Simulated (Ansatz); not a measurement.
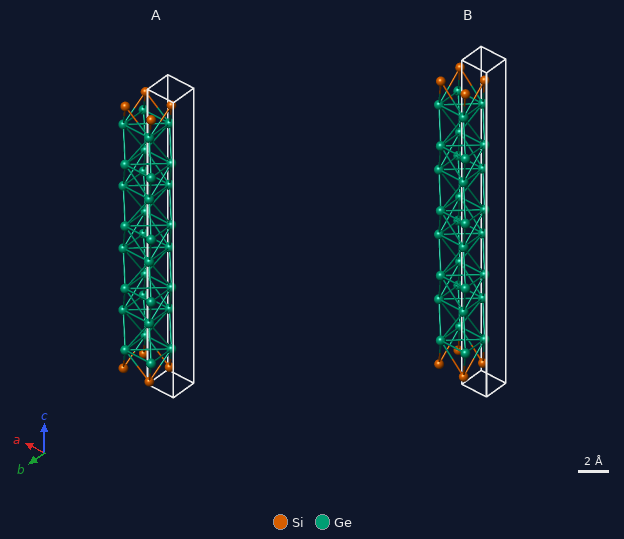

Two geometries of solid SiGe$_{4}$ (a generated structure, set up in P-3m1) (coarse preliminary run), drawn at one scale. One is the start of a relaxation, the other its converged end. Style: ball-and-stick. Shown: the cell of the calculation, repeated 2 × 2 × 1 with one cell outlined, from a free direction.

The calculation used Ansatz 0.2.0, DFT PBE, scalar-relativistic, plane waves, PAW. (plane-wave cutoff 420 eV; k-point mesh 6 × 6 × 1; occupations gaussian; smearing width 0.1 eV; no spin polarisation; cell and atoms relaxed; force threshold 0.04 eV/Å; at most 70 steps)

Q: Which of the two is the end point?

A: Structure A is the relaxed one. The energy falls by 0.667 eV per cell of the calculation in 4 accepted moves (7 points after the start). The largest force component goes from 0.43 to 0.029 eV/Å. The pressure goes from −0.08 to −0.08 GPa. The line search rejected the trial steps at points 3, 5 of the run. At 1 point the geometry stayed and the basis and grid were re-selected for the new cell (energy shift of 2.4 meV per cell of the calculation at most each time). The largest moves relative to the cell, 0.36 Å, are those of Ge atoms. Largest moves by element: Ge 0.36 Å, Si 0.21 Å. The volume changes by +1.4 %, with a = b 3.003 → 3.169 Å (+5.5 %), c 23.652 → 21.529 Å (−9.0 %). Near-neighbour distances that change, for instance: Si–Si 2.932 → 2.523 Å, Ge–Si 2.932 → 2.712 Å, Ge–Ge 3.003 → 3.169 Å, Ge–Ge 2.932 → 2.890 Å. Bond angles that change, for instance: Ge–Ge–Ge 107.5° → 101.7°, Ge–Ge–Ge 107.5° → 102.5°, Ge–Ge–Ge 61.6° → 66.0°. The space group stays P-3m1 (No. 164). The run took 58 s on 1 thread of Intel(R) Xeon(R) Processor @ 2.70GHz, on a shared host, peak memory 0.51 GiB.
